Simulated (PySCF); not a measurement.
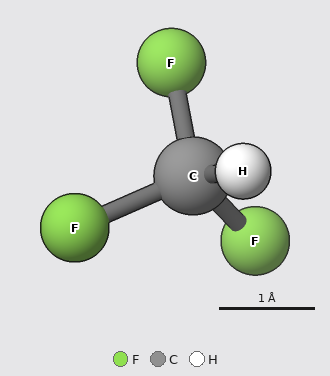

Figure 1. The structure as given in the input (ball-and-stick view, seen at a tilt). Bond lengths as drawn: C–F 1.29 to 1.38 Å and C–H 1.06 Å.

## Geometry relaxation of CHF3 (charge +1) (part 1 of 2)

CHF3, charge +1, multiplicity 2, computed with HF/6-31G*, UHF (PySCF 2.14.0).

The atoms were displaced at random from an optimised geometry. The geometry is that of the parent species in another charge or spin state.

### Input (input.py)
```python
import numpy
from pyscf import gto, symm
from pyscf.hessian import thermo
from pyscf.geomopt.geometric_solver import kernel as optimise

mol = gto.M(
    atom='geometry.xyz',
    verbose=3,
    basis='6-31g*',
    spin=1,
    max_memory=1860,
    charge=1,
)

mf = mol.UHF()
mf.conv_tol = 1e-10
mf = mf.newton()
converged, mol_eq = optimise(mf, maxsteps=80)
print('converged:', converged)
print(mol_eq.tostring())

mf.reset(mol_eq)
mol = mol_eq
mf.kernel()
etot = mf.e_tot
print(f'total energy: {etot:.8f} hartree')
hess = mf.Hessian().kernel()
modes = thermo.harmonic_analysis(mol, hess)
print('frequencies (1/cm)', numpy.round(modes['freq_wavenumber'], 1))
symm.geom.TOLERANCE = 1e-3  # for the symmetry number
th = thermo.thermo(mf, modes['freq_au'], 298.15, 101325)
thermo.dump_thermo(mol, th)
```

### File geometry.xyz
```
5

F     -0.640702    -0.317069     1.103496
C      0.020901     0.054916     0.042063
F      1.012412    -0.746341    -0.159027
F     -0.760319    -0.042090    -1.087686
H      0.375816     1.047593     0.133113
```

Hardware: 1 thread of Arm Neoverse V2, 24 GiB of memory available, shared host.

Launch command:
```bash
OMP_NUM_THREADS=1 python input.py
```

### Output
```
#|     Arguments passed to driver run_optimizer():      |#
customengine              <pyscf.geomopt.geometric_solver.PySCFEngine object>
maxiter                   80
----------------------------------------------------------
Custom engine selected.
Bonds will be generated from interatomic distances less than 1.20 times sum of covalent radii
15 internal coordinates being used (instead of 15 Cartesians)
Internal coordinate system (atoms numbered from 1):
Distance 1-2
Distance 2-3
Distance 2-4
Distance 2-5
Angle 1-2-3
Angle 1-2-4
Angle 1-2-5
Angle 3-2-4
Angle 3-2-5
Angle 4-2-5
Translation-X 1-5
Translation-Y 1-5
Translation-Z 1-5
Rotation-A 1-5
Rotation-B 1-5
Rotation-C 1-5
<class 'geometric.internal.Distance'> : 4
<class 'geometric.internal.Angle'> : 6
<class 'geometric.internal.TranslationX'> : 1
<class 'geometric.internal.TranslationY'> : 1
<class 'geometric.internal.TranslationZ'> : 1
<class 'geometric.internal.RotationA'> : 1
<class 'geometric.internal.RotationB'> : 1
<class 'geometric.internal.RotationC'> : 1
> ===== Optimization Info: ====
> Job type: Energy minimization
> Maximum number of optimization cycles: 80
> Initial / maximum trust radius (Angstrom): 0.100 / 0.300
> Convergence Criteria:
> Will converge when all 5 criteria are reached:
>  |Delta-E| < 1.00e-06
>  RMS-Grad  < 3.00e-04
>  Max-Grad  < 4.50e-04
>  RMS-Disp  < 1.20e-03
>  Max-Disp  < 1.80e-03
> === End Optimization Info ===

Geometry optimization cycle 1
Cartesian coordinates (Angstrom)
 Atom        New coordinates             dX        dY        dZ
   F  -0.640702  -0.317069   1.103496    0.000000  0.000000  0.000000
   C   0.020901   0.054916   0.042063    0.000000  0.000000  0.000000
   F   1.012412  -0.746341  -0.159027    0.000000  0.000000  0.000000
   F  -0.760319  -0.042090  -1.087686    0.000000  0.000000  0.000000
   H   0.375816   1.047593   0.133113    0.000000  0.000000  0.000000

WARN: Mole.unit (angstrom) is changed to Bohr

WARN: HOMO -0.456986195437262 >= LUMO -0.456986195437262

converged SCF energy = -336.245858883099  <S^2> = 0.7566167  2S+1 = 2.0066058
--------------- SecondOrderUHF_Scanner gradients ---------------
         x                y                z
0 F     0.0026559441    -0.0099285810     0.0404572287
1 C    -0.0772130298     0.0441316732    -0.1297133776
2 F     0.0126759297    -0.0020471405     0.0108725787
3 F     0.0513787931    -0.0010301477     0.0604258618
4 H     0.0105023630    -0.0311258039     0.0179577085
----------------------------------------------
cycle 1: E = -336.245858883  dE = -336.246  norm(grad) = 0.185619
Step    0 : Gradient = 8.301e-02/1.573e-01 (rms/max) Energy = -336.2458588831
Hessian Eigenvalues: 5.00000e-02 5.00000e-02 5.00000e-02 ... 4.96603e-01 6.58539e-01 6.98846e-01

Geometry optimization cycle 2
Cartesian coordinates (Angstrom)
 Atom        New coordinates             dX        dY        dZ
   F  -0.683197  -0.333264   1.059326   -0.042495 -0.016195 -0.044170
   C   0.107682   0.035498   0.126645    0.086781 -0.019418  0.084582
   F   1.030647  -0.803411  -0.176264    0.018235 -0.057070 -0.017237
   F  -0.766508  -0.005873  -1.042957   -0.006189  0.036217  0.044729
   H   0.319483   1.104058   0.065211   -0.056333  0.056465 -0.067902
converged SCF energy = -336.268924164214  <S^2> = 0.75515343  2S+1 = 2.0051468
--------------- SecondOrderUHF_Scanner gradients ---------------
         x                y                z
0 F    -0.0184002237    -0.0032603007     0.0079180410
1 C    -0.0399186134     0.0147511499    -0.0592646552
2 F     0.0173989667    -0.0205450588    -0.0122608910
3 F     0.0473850007     0.0020382651     0.0675417761
4 H    -0.0064651303     0.0070159445    -0.0039342709
----------------------------------------------
cycle 2: E = -336.268924164  dE = -0.0230653  norm(grad) = 0.116311
Step    1 : Displace = 8.636e-02/1.227e-01 (rms/max) Trust = 1.000e-01 (=) Grad = 5.202e-02/8.253e-02 (rms/max) E (change) = -336.2689241642 (-2.307e-02) Quality = 1.186
Hessian Eigenvalues: 5.00000e-02 5.00000e-02 5.00000e-02 ... 5.11576e-01 6.49238e-01 7.28855e-01

Geometry optimization cycle 3
Cartesian coordinates (Angstrom)
 Atom        New coordinates             dX        dY        dZ
   F  -0.655864  -0.342558   1.053964    0.027333 -0.009294 -0.005361
   C   0.137612   0.021481   0.169027    0.029930 -0.014017  0.042382
   F   1.037849  -0.798376  -0.130807    0.007202  0.005035  0.045457
   F  -0.835630   0.013696  -1.119296   -0.069122  0.019569 -0.076339
   H   0.324141   1.102765   0.059071    0.004657 -0.001293 -0.006139
converged SCF energy = -336.288826119765  <S^2> = 0.75472063  2S+1 = 2.0047151
--------------- SecondOrderUHF_Scanner gradients ---------------
         x                y                z
0 F     0.0014427837     0.0043663566    -0.0059960941
1 C    -0.0399547988    -0.0203982441    -0.0370361520
2 F     0.0099044555    -0.0079886886    -0.0001454133
3 F     0.0316864805     0.0052124670     0.0473003826
4 H    -0.0030789208     0.0188081091    -0.0041227232
----------------------------------------------
cycle 3: E = -336.28882612  dE = -0.019902  norm(grad) = 0.0851583
Step    2 : Displace = 5.817e-02/1.055e-01 (rms/max) Trust = 1.414e-01 (+) Grad = 3.808e-02/5.817e-02 (rms/max) E (change) = -336.2888261198 (-1.990e-02) Quality = 1.572
Hessian Eigenvalues: 5.00000e-02 5.00000e-02 5.00000e-02 ... 4.19991e-01 6.90048e-01 7.29347e-01

Geometry optimization cycle 4
Cartesian coordinates (Angstrom)
 Atom        New coordinates             dX        dY        dZ
   F  -0.633481  -0.359063   1.040238    0.022383 -0.016505 -0.013726
   C   0.232050   0.046361   0.307382    0.094437  0.024880  0.138355
   F   1.007085  -0.770908  -0.104084   -0.030764  0.027467  0.026723
   F  -0.943592  -0.006627  -1.270735   -0.107962 -0.020323 -0.151439
   H   0.346047   1.087246   0.059158    0.021906 -0.015519  0.000087
converged SCF energy = -336.313030973971  <S^2> = 0.75349932  2S+1 = 2.0034963
--------------- SecondOrderUHF_Scanner gradients ---------------
         x                y                z
0 F     0.0250158086     0.0042731871    -0.0327883907
1 C    -0.0020581631    -0.0330635978     0.0042633283
2 F    -0.0385425187     0.0272813704     0.0123026566
3 F     0.0203665759     0.0017961007     0.0283224040
4 H    -0.0047817028    -0.0002870604    -0.0120999983
----------------------------------------------
cycle 4: E = -336.313030974  dE = -0.0242049  norm(grad) = 0.0812738
Step    3 : Displace = 1.163e-01/1.864e-01 (rms/max) Trust = 2.000e-01 (+) Grad = 3.635e-02/4.880e-02 (rms/max) E (change) = -336.3130309740 (-2.420e-02) Quality = 1.234
Hessian Eigenvalues: 4.88464e-02 5.00000e-02 5.00000e-02 ... 4.52209e-01 6.84392e-01 8.39121e-01

Geometry optimization cycle 5
Cartesian coordinates (Angstrom)
 Atom        New coordinates             dX        dY        dZ
   F  -0.621892  -0.322949   1.094813    0.011589  0.036113  0.054575
   C   0.243581   0.040416   0.318704    0.011531 -0.005945  0.011322
   F   1.064264  -0.756063  -0.084791    0.057179  0.014845  0.019293
   F  -1.077790  -0.043186  -1.450767   -0.134198 -0.036558 -0.180031
   H   0.399946   1.078791   0.153999    0.053899 -0.008456  0.094841
converged SCF energy = -336.323692169891  <S^2> = 0.75337206  2S+1 = 2.0033692
--------------- SecondOrderUHF_Scanner gradients ---------------
         x                y                z
0 F     0.0049719531     0.0088600095     0.0009576300
1 C    -0.0106726600    -0.0135704507    -0.0197298052
2 F    -0.0015303682     0.0145955784     0.0055192828
3 F     0.0044685136     0.0005800936     0.0065359497
4 H     0.0027625616    -0.0104652308     0.0067169428
----------------------------------------------
cycle 5: E = -336.32369217  dE = -0.0106612  norm(grad) = 0.035533
Step    4 : Displace = 1.202e-01/2.269e-01 (rms/max) Trust = 2.828e-01 (+) Grad = 1.589e-02/2.622e-02 (rms/max) E (change) = -336.3236921699 (-1.066e-02) Quality = 0.921
Hessian Eigenvalues: 3.30841e-02 5.00000e-02 5.00000e-02 ... 5.85521e-01 6.88708e-01 7.90267e-01

Geometry optimization cycle 6
Cartesian coordinates (Angstrom)
 Atom        New coordinates             dX        dY        dZ
   F  -0.615413  -0.335459   1.097624    0.006479 -0.012509  0.002811
   C   0.289553   0.056338   0.378566    0.045972  0.015922  0.059862
   F   1.061158  -0.772004  -0.076088   -0.003106 -0.015941  0.008703
   F  -1.128868  -0.051839  -1.524628   -0.051078 -0.008653 -0.073862
   H   0.401678   1.099973   0.156486    0.001733  0.021182  0.002486
converged SCF energy = -336.326580925171  <S^2> = 0.75315151  2S+1 = 2.003149
--------------- SecondOrderUHF_Scanner gradients ---------------
         x                y                z
0 F    -0.0036601270    -0.0001857844    -0.0019230157
1 C     0.0048968810     0.0048570513     0.0034758876
2 F    -0.0007219651    -0.0011929183    -0.0032816196
3 F     0.0021868954    -0.0000772064     0.0034422590
4 H    -0.0027016843    -0.0034011422    -0.0017135112
----------------------------------------------
cycle 6: E = -336.326580925  dE = -0.00288876  norm(grad) = 0.0113108
Step    5 : Displace = 5.490e-02/9.002e-02 (rms/max) Trust = 3.000e-01 (+) Grad = 5.058e-03/7.723e-03 (rms/max) E (change) = -336.3265809252 (-2.889e-03) Quality = 1.014
Hessian Eigenvalues: 2.67368e-02 5.00000e-02 5.00000e-02 ... 6.84994e-01 7.86849e-01 8.14245e-01

Geometry optimization cycle 7
Cartesian coordinates (Angstrom)
 Atom        New coordinates             dX        dY        dZ
   F  -0.604628  -0.338677   1.107042    0.010785 -0.003218  0.009417
   C   0.288501   0.057339   0.378443   -0.001052  0.001000 -0.000123
   F   1.063635  -0.773244  -0.063407    0.002477 -0.001240  0.012681
   F  -1.152513  -0.056699  -1.560007   -0.023645 -0.004860 -0.035379
   H   0.413113   1.108290   0.169888    0.011435  0.008317  0.013403
converged SCF energy = -336.326999544384  <S^2> = 0.75314013  2S+1 = 2.0031377
--------------- SecondOrderUHF_Scanner gradients ---------------
         x                y                z
0 F     0.0007282874    -0.0011326615    -0.0014990458
1 C    -0.0002054717     0.0011751433    -0.0008129002
2 F    -0.0014215823    -0.0011220338     0.0005774182
3 F     0.0012032090    -0.0001013621     0.0019881519
4 H    -0.0003044424     0.0011809142    -0.0002536241
----------------------------------------------
cycle 7: E = -336.326999544  dE = -0.000418619  norm(grad) = 0.00408901
Step    6 : Displace = 2.279e-02/4.274e-02 (rms/max) Trust = 3.000e-01 (=) Grad = 1.829e-03/2.326e-03 (rms/max) E (change) = -336.3269995444 (-4.186e-04) Quality = 1.237
Hessian Eigenvalues: 1.69054e-02 5.00000e-02 5.00000e-02 ... 6.86777e-01 7.29304e-01 8.42827e-01

Geometry optimization cycle 8
Cartesian coordinates (Angstrom)
 Atom        New coordinates             dX        dY        dZ
   F  -0.598913  -0.336259   1.118835    0.005715  0.002418  0.011793
   C   0.294996   0.055897   0.390818    0.006495 -0.001442  0.012375
   F   1.070326  -0.769857  -0.056262    0.006690  0.003387  0.007145
   F  -1.180070  -0.059841  -1.602686   -0.027556 -0.003142 -0.042680
   H   0.421769   1.107069   0.181255    0.008656 -0.001221  0.011366
converged SCF energy = -336.327195606956  <S^2> = 0.75309953  2S+1 = 2.0030971
--------------- SecondOrderUHF_Scanner gradients ---------------
         x                y                z
0 F     0.0009864390     0.0003178629    -0.0012841218
1 C    -0.0006099956    -0.0026179834     0.0002862350
2 F    -0.0011195713     0.0010089144     0.0004924514
3 F     0.0003713746    -0.0001395971     0.0007450003
4 H     0.0003717532     0.0014308033    -0.0002395648
----------------------------------------------
cycle 8: E = -336.327195607  dE = -0.000196063  norm(grad) = 0.003937
Step    7 : Displace = 2.559e-02/5.083e-02 (rms/max) Trust = 3.000e-01 (=) Grad = 1.761e-03/2.703e-03 (rms/max) E (change) = -336.3271956070 (-1.961e-04) Quality = 1.272
Hessian Eigenvalues: 1.16398e-02 5.00000e-02 5.00000e-02 ... 6.72714e-01 7.16171e-01 8.60918e-01

Geometry optimization cycle 9
Cartesian coordinates (Angstrom)
 Atom        New coordinates             dX        dY        dZ
   F  -0.594484  -0.335756   1.127012    0.004429  0.000503  0.008177
   C   0.298947   0.056379   0.397080    0.003952  0.000483  0.006262
   F   1.073949  -0.770173  -0.051388    0.003624 -0.000316  0.004873
   F  -1.193711  -0.059211  -1.626431   -0.013642  0.000630 -0.023745
   H   0.423407   1.105770   0.185687    0.001638 -0.001299  0.004432
converged SCF energy = -336.327234732163  <S^2> = 0.7530801  2S+1 = 2.0030777
--------------- SecondOrderUHF_Scanner gradients ---------------
         x                y                z
0 F    -0.0001131928    -0.0000966474    -0.0001830212
1 C    -0.0001171336     0.0002407632    -0.0000938682
2 F     0.0000197768    -0.0001101981    -0.0000626444
3 F     0.0000079416    -0.0001502953     0.0001901427
4 H     0.0002026079     0.0001163775     0.0001493910
----------------------------------------------
cycle 9: E = -336.327234732  dE = -3.91252e-05  norm(grad) = 0.000536959
Step    8 : Displace = 1.379e-02/2.729e-02 (rms/max) Trust = 3.000e-01 (=) Grad = 2.401e-04/2.837e-04 (rms/max) E (change) = -336.3272347322 (-3.913e-05) Quality = 1.184
Hessian Eigenvalues: 9.56764e-03 5.00000e-02 5.00000e-02 ... 6.77254e-01 7.21269e-01 8.79613e-01

Geometry optimization cycle 10
Cartesian coordinates (Angstrom)
 Atom        New coordinates             dX        dY        dZ
   F  -0.592426  -0.335743   1.130638    0.002058  0.000013  0.003626
   C   0.299996   0.055838   0.399199    0.001049 -0.000541  0.002119
   F   1.074881  -0.770529  -0.049526    0.000932 -0.000356  0.001863
   F  -1.196766  -0.057322  -1.634006   -0.003055  0.001889 -0.007575
   H   0.422423   1.104765   0.185653   -0.000984 -0.001005 -0.000033
converged SCF energy = -336.327239335772  <S^2> = 0.75307418  2S+1 = 2.0030718
--------------- SecondOrderUHF_Scanner gradients ---------------
         x                y                z
0 F    -0.0001645244    -0.0000073984    -0.0001260297
1 C     0.0001156792     0.0002710145    -0.0000254954
2 F     0.0000119357    -0.0000324427    -0.0000838247
3 F    -0.0000751836    -0.0001399987     0.0000452778
4 H     0.0001120932    -0.0000911747     0.0001900720
----------------------------------------------
cycle 10: E = -336.327239336  dE = -4.60361e-06  norm(grad) = 0.000472246
Step    9 : Displace = 4.451e-03/8.158e-03 (rms/max) Trust = 3.000e-01 (=) Grad = 2.112e-04/2.958e-04 (rms/max) E (change) = -336.3272393358 (-4.604e-06) Quality = 1.402
Hessian Eigenvalues: 9.24210e-03 5.00000e-02 5.00000e-02 ... 6.77279e-01 7.22942e-01 8.77110e-01

Geometry optimization cycle 11
Cartesian coordinates (Angstrom)
 Atom        New coordinates             dX        dY        dZ
   F  -0.590151  -0.336243   1.134959    0.002276 -0.000499  0.004320
   C   0.300175   0.054856   0.400587    0.000179 -0.000983  0.001388
   F   1.075539  -0.771305  -0.047602    0.000658 -0.000776  0.001924
   F  -1.197300  -0.053628  -1.639574   -0.000535  0.003694 -0.005568
   H   0.419845   1.103329   0.183589   -0.002577 -0.001435 -0.002064
converged SCF energy = -336.327243145852  <S^2> = 0.75307118  2S+1 = 2.0030688
```
